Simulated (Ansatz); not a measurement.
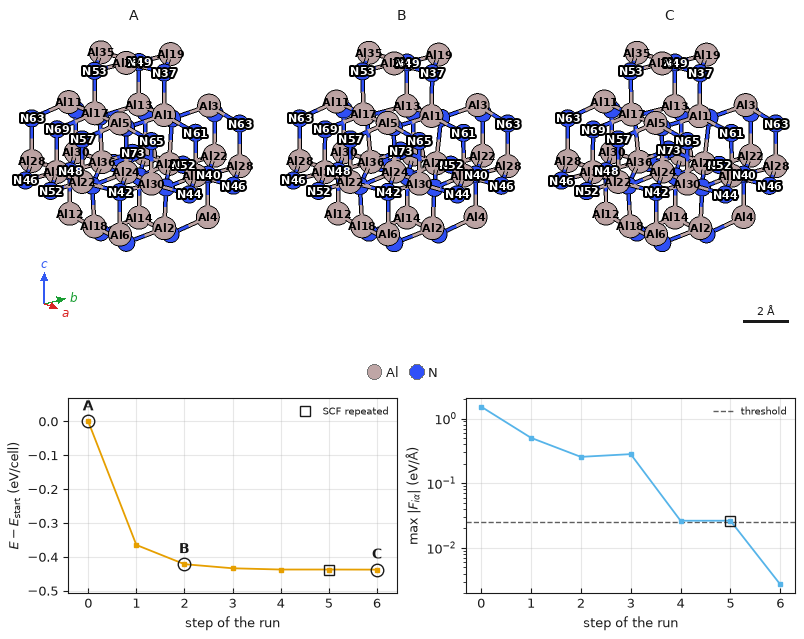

Frames of a relaxation of a defect cell of composition Al$_{36}$N$_{37}$ (cell charge −2) (coarse preliminary run), marked on the history of the run. The picture is a ball-and-stick view of the atoms within 5.0 Å of the atom that moves most (axes of the cell of the calculation), seen slightly off an axis.

Case: N interstitial, charge -2, atoms relaxed at the host's cell.

Computed with DFT PBE, scalar-relativistic, plane waves, PAW (Ansatz). (plane-wave cutoff 420 eV; k-point mesh 1 × 1 × 1; occupations gaussian; smearing width 0.01 eV; collinear spin; atoms relaxed in a fixed cell; force threshold 0.025 eV/Å; at most 45 steps)

**What happens along the run?**

The largest move is that of an N atom, 0.15 Å along +c. By element the largest moves are N 0.15 Å, Al 0.07 Å. The lattice vectors keep their values. Near-neighbour distances that change, for instance: Al–N 1.942 → 1.989 Å, Al–N 1.840 → 1.796 Å, Al–N 1.918 → 1.952 Å, Al–N 1.908 → 1.930 Å. Among the angles between lasting bonds that change: N–Al–N 118.3° → 125.7°, Al–N–Al 101.7° → 96.9°, Al–N–Al 110.0° → 105.7°. After 5 accepted moves (6 points after the start) the energy has fallen by 0.437 eV per cell of the calculation. Largest force component: 1.5 eV/Å at the start, 0.0027 eV/Å at the end. 1 step only repeated the SCF at the same geometry. The run took 67 s on 4 threads of Arm Neoverse V2 (shared host), peak memory 1.2 GiB. From step 0 to 2: an N atom moves most (0.10 Å), energy −0.421 eV per cell of the calculation. From step 2 to 6: an N atom moves most (0.05 Å), energy −16.1 meV per cell of the calculation.

```csv
step,"E − E(0), meV/atom","largest force component, eV/Å",note
0,0.00,1.5269,
1,-4.99,0.5035,
2,-5.77,0.2554,
3,-5.94,0.2816,
4,-5.99,0.0263,
5,-5.99,0.0263,"same geometry, SCF repeated"
6,-5.99,0.0027,
```

Limits of the set-up: the cell is charged, on a uniform background, and energies carry no finite-size correction.
